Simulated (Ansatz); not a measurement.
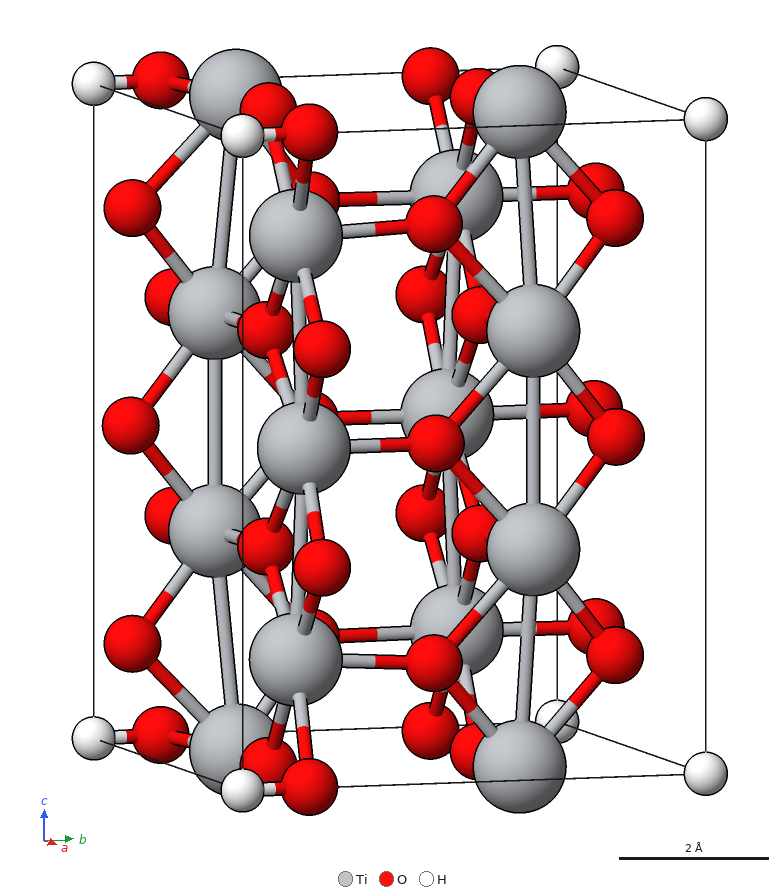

Ball-and-stick representation of a periodic structure, projected slightly off an axis. One simulation cell is outlined, and atoms on its boundary appear in each equivalent place. Cell: a = 6.567 Å, b = 6.567 Å, c = 8.892 Å, α = 90.00°, β = 90.00°, γ = 90.00°.

The formula is Ti12HO24. Content of the cell: 12 Ti, 1 H, 24 O (Z = 1).

Source of the structure: a structure listed in the Materials Project, repeated into a supercell with a point defect put in. The cell was then strained or its atoms displaced on purpose. It was run through Ansatz as a DFT input.
